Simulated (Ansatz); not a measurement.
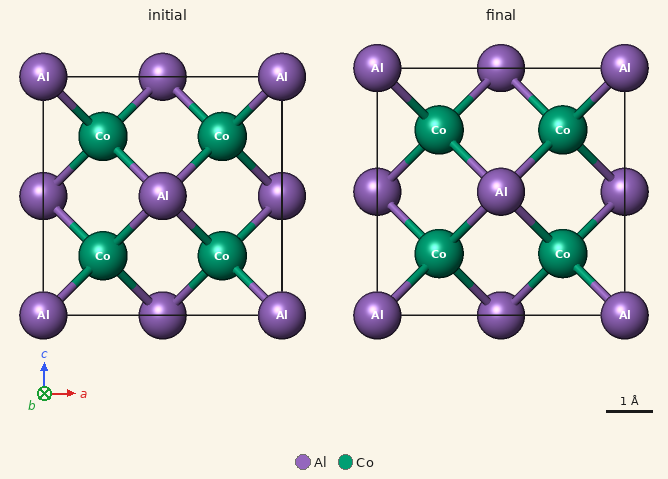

The structure of crystalline AlCo2 (a generated structure, set up in Fm-3m) (coarse preliminary run) before (left) and after (right) a relaxation, at one scale.

Style: ball-and-stick. Shown: the conventional cell (4 times the calculation's cell), along the b axis. Lengths and directions refer to the drawn axes.

Method: DFT PBE, scalar-relativistic, plane waves, PAW in Ansatz 0.2.0.

Input
```yaml
crystal:
  lattice:
    - [0.0, 2.64298235, 2.64298235]
    - [2.64298235, 0.0, 2.64298235]
    - [2.64298235, 2.64298235, 0.0]
  atoms:
    - { symbol: Al, position: [0.0, 0.0, 0.0] }
    - { symbol: Co, position: [0.75, 0.75, 0.75], spin: 3.0 }
    - { symbol: Co, position: [0.25, 0.25, 0.25], spin: 3.0 }
basis:
  ecutwfc: 420
kpoints:
  mp_grid: { grid: [6, 6, 6] }
hamiltonian:
  xc: pbe
scf:
  occupations: { method: gaussian, width: 0.1 }
  lower_state_search: "off"
output:
  forces: true
  stress: true
  eigenvalues: true
  populations: true
magnetization:
  spin_polarized: true
relax:
  adjacent_minimum: "off"
  f_tol: 0.04
  max_steps: 70
  cell: { stress_tol: 0.4 }
```

Launched with:
```bash
ansatz run input.yaml --threads 1 --pin off --max-ram 2560MiB --backend cpu --events-out ev --progress --plain --runs-dir out
```

Describe what moved and what it gained.

The energy falls by 64.2 meV per atom in 4 accepted moves (5 points after the start). All forces vanish by symmetry, so only the cell relaxes. The pressure goes from 15.91 to 0.39 GPa. The SCF was repeated once at an unchanged geometry on a basis and grid sized afresh for the cell, which shifted the energy by 2.2 meV per atom at most. No atom moves by more than 0.005 Å relative to the cell. The drawn cell changes as follows: a = b = c 5.286 → 5.478 Å (+3.6 %); the volume changes by +11.3 %. Near-neighbour distances that change, for instance: Al1–Co2 2.289 → 2.372 Å. The space group stays Fm-3m (No. 225). Cost: 13 s on 1 thread of Arm Neoverse V2, on a shared host, peak memory 0.3 GiB.
